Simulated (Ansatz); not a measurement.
Si (Im-3m, No. 229): the geometry given to an electronic-structure calculation, possibly off equilibrium; the starting structure was generated, so it need not be a known form of this composition.

```
Si
1.0
     3.20378    0.00000    0.00000
     0.00000    3.20378    0.00000
     0.00000    0.00000    3.20378
Si
2
Direct
  0.00000 0.00000 0.00000
  0.50000 0.50000 0.50000
```

Question: What will a Z-contrast image along [001] show? Simulation: incoherent imaging, intensity Z^1.7 per atom, probe width 1.30 Å, thin sample. Shot noise was added.

Answer: The columns repeat on a square net with a repeat of 2.27 Å (plane group p4mm). All columns are alike (Si). The shortest distance between visible columns is 2.27 Å in projection. Along the beam the structure repeats every 3.20 Å.

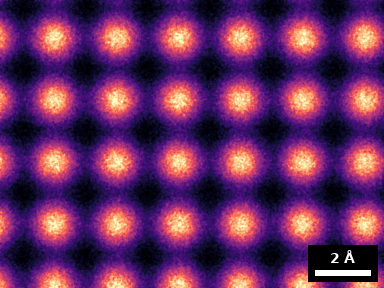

The simulated image.
